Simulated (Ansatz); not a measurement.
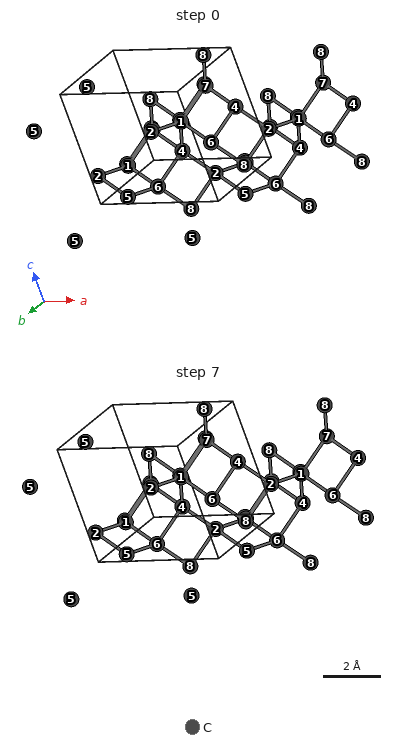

The structure of a crystal of C (a generated structure, set up in I4_1/amd) (coarse preliminary run) before (top) and after (bottom) a relaxation, at one scale.

The picture is a ball-and-stick view of the cell of the calculation, repeated 2 × 2 × 1 with one cell outlined, seen from a free direction.

These are results of DFT PBE, scalar-relativistic, plane waves, PAW (Ansatz 0.2.0), not measurements. (plane-wave cutoff 420 eV; k-point mesh 6 × 6 × 6; occupations gaussian; smearing width 0.1 eV; no spin polarisation; cell and atoms relaxed; force threshold 0.04 eV/Å; at most 70 steps)

Summarise the run.

The largest moves relative to the cell, 0.015 Å, are those of C atoms. The drawn cell changes as follows: a = b = c 4.200 → 4.286 Å (+2.1 %), α 110.4° → 109.7°, β 110.4° → 109.7°, γ 107.7° → 109.0°; the volume changes by +6.4 %. Among the contacts that change: C–C 1.524 → 1.591 Å, C–C 1.516 → 1.522 Å. The space group stays I4_1/amd (No. 141). Over 5 accepted moves (7 points after the start) the energy falls by 51.7 meV per atom. The largest force component goes from 1.4 to 0.00014 eV/Å. Pressure: 23.16 GPa at the start and 0.03 GPa at the end. At 2 points the geometry stayed and the basis and grid were re-selected for the new cell (energy shift of 2.7 meV per atom at most each time). Cost: 19 s on 1 thread of Arm Neoverse V1, with other jobs on the host, peak memory 0.32 GiB.
